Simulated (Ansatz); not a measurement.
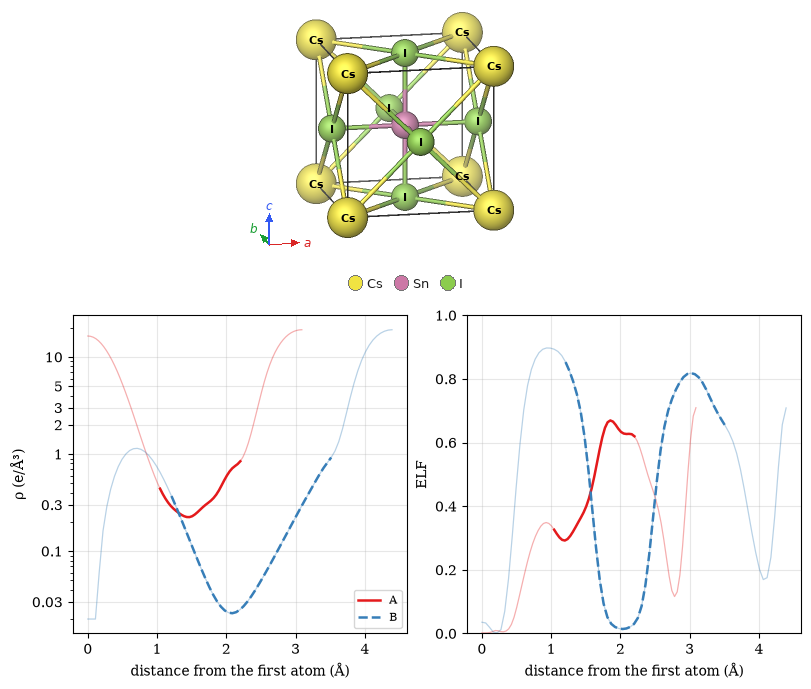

The picture shows: CsSnI₃. Valence electron density and ELF along straight lines between neighbouring atoms. Thin, pale parts lie inside the atomic spheres. The structure is drawn too.

Space group P4/mmm; started from the cubic perovskite prototype, which need not be the ambient phase; changed on purpose from its base cell (uniaxial z strain -1.0%).

Method: DFT, r2SCAN with spin-orbit coupling, plane waves, PAW (Ansatz).

Core electrons are frozen (PAW), and the valence fields are smoothed inside the atomic spheres.

```cif
data_structure
_symmetry_space_group_name_H-M 'P 1'
_symmetry_Int_Tables_number 1
_cell_length_a 6.2415
_cell_length_b 6.2415
_cell_length_c 6.1791
_cell_angle_alpha 90.000
_cell_angle_beta 90.000
_cell_angle_gamma 90.000
_cell_volume 240.71
loop_
_atom_site_label
_atom_site_type_symbol
_atom_site_fract_x
_atom_site_fract_y
_atom_site_fract_z
_atom_site_occupancy
Cs1 Cs 0.00000 0.00000 0.00000 1
Sn1 Sn 0.50000 0.50000 0.50000 1
I1 I 0.50000 0.50000 0.00000 1
I2 I 0.50000 0.00000 0.50000 1
I3 I 0.00000 0.50000 0.50000 1
```

**Which curve belongs to which contact (Cs–I and Sn–I)? The first atom named is at distance zero.**

Curve A: Sn–I (3.09 Å): ρ at the midpoint is about 0.24 e/Å³; the ELF peaks at about 0.65 in the valence shell of I, 1.2 Å from its nucleus, and drops to about 0.30 between the two atoms. Curve B: Cs–I (4.39 Å): the density is about 0.02 e/Å³ at the midpoint; the ELF peaks at about 0.80 in the valence shell of I, 1.4 Å from its nucleus, and drops to about 0 between the two atoms: an ionic contact with no shared pair.
